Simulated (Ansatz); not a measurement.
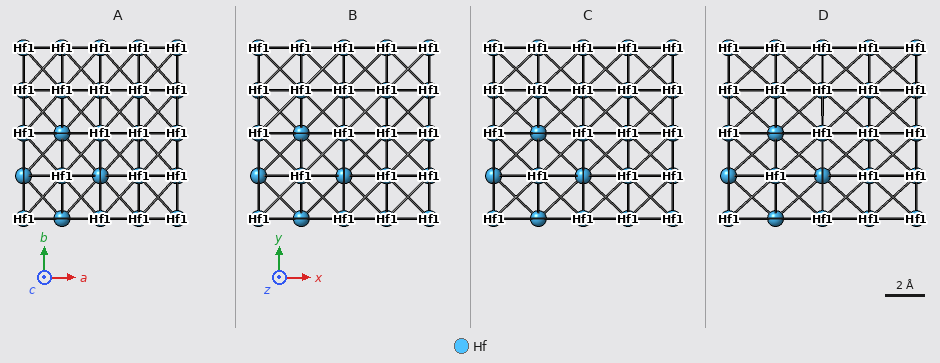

Frames of a one-coordinate scan of crystalline Hf (Fm-3m). x, y and z are the Cartesian axes of the input. The picture is a ball-and-stick view of the conventional cell (4 times the calculation's cell), repeated 2 × 2 × 1 with one cell outlined, seen along the c axis. Lengths and directions refer to the drawn axes.

Level of theory: DFT LDA, scalar-relativistic, plane waves, PAW (Ansatz). Settings: plane-wave cutoff 420 eV; k-point mesh 18 × 18 × 18; occupations gaussian; smearing width 0.15 eV; no spin polarisation. Energies (free energies at the smearing named) are counted from the cell as listed in its source, which wasn't relaxed.

> Which coordinate changes from frame to frame?

The cell is strained along x alone, with the atoms kept at their fractional coordinates. In the frames the strain is −0.10 (A), 0.00 (B), 0.05 (C), 0.10 (D). Their energies are 20.0 meV/atom, 0.0 meV/atom, 59.8 meV/atom, 155.7 meV/atom.
